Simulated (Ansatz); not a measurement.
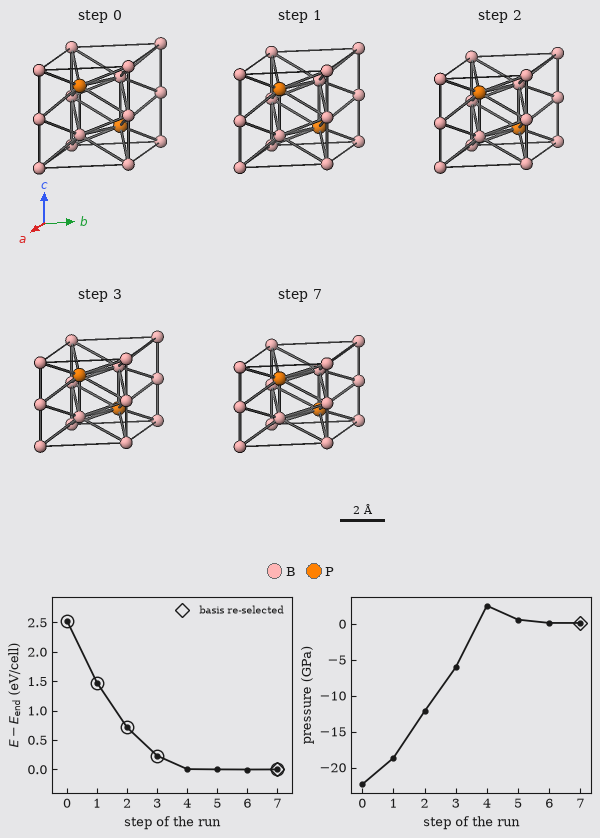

Frames of a relaxation of crystalline B$_{2}$P (a generated structure, set up in P6_3/mmc) (coarse preliminary run), marked on the history of the run. A ball-and-stick model of the cell of the calculation, seen slightly off an axis.

Case: Bi → P, In → B on all its sites, cell and atoms relaxed.

Theory: DFT r2SCAN, scalar-relativistic, plane waves, PAW in Ansatz 0.2.0.

Input
```yaml
crystal:
  lattice:
    - [4.1939516107, 0.0, 0.0]
    - [-2.0969758054, 3.6320686371, 0.0]
    - [0.0, 0.0, 4.7278269742]
  atoms:
    - { symbol: B, position: [0.0, 0.0, 0.0] }
    - { symbol: B, position: [0.0, 0.0, 0.5] }
    - { symbol: B, position: [0.3333333333, 0.6666666667, 0.75] }
    - { symbol: B, position: [0.6666666667, 0.3333333333, 0.25] }
    - { symbol: P, position: [0.3333333333, 0.6666666667, 0.25] }
    - { symbol: P, position: [0.6666666667, 0.3333333333, 0.75] }
basis:
  ecutwfc: 500
kpoints:
  mp_grid: { grid: [6, 6, 4] }
hamiltonian:
  xc: r2scan
scf:
  occupations: { method: gaussian, width: 0.1 }
output:
  forces: true
  stress: true
  eigenvalues: true
relax:
  adjacent_minimum: "off"
  f_tol: 0.05
  max_steps: 60
  cell: { stress_tol: 0.5 }
```

Launched with:
```bash
ansatz run input.yaml --threads 1 --pin off --max-ram 2560MiB --backend cpu --events-out ev --progress --plain --runs-dir out
```

Question: What happens along the run?

Answer: The energy falls by 2.533 eV per cell of the calculation in 6 accepted moves (7 points after the start). All forces vanish by symmetry, so only the cell relaxes. Pressure: −22.35 GPa at the start and 0.13 GPa at the end. At 1 point the geometry stayed and the basis and grid were re-selected for the new cell (energy shift of 1.3 meV per cell of the calculation at most each time). No atom moves by more than 0.005 Å relative to the cell. Cell: a = b 4.194 → 4.094 Å (−2.4 %), c 4.728 → 3.829 Å (−19.0 %). Volume −22.8 %. Near-neighbour distances that change, for instance: B1–B2 2.364 → 1.914 Å, B3–P5 2.364 → 1.914 Å, B1–P5 2.694 → 2.550 Å, B1–B3 2.694 → 2.550 Å. The space group stays P6_3/mmc (No. 194). The run took 66 s on 1 thread of Arm Neoverse N1, on a shared host, peak memory 0.49 GiB. From step 0 to 1: volume −9.4 %, energy −1.056 eV per cell of the calculation. From step 1 to 2: volume −7.2 %, energy −0.762 eV per cell of the calculation. From step 2 to 3: volume −5.7 %, energy −0.482 eV per cell of the calculation. From step 3 to 7: volume −2.7 %, energy −0.233 eV per cell of the calculation.

Limits of the set-up: layers or molecules are held without a dispersion correction, so their spacing is unreliable.
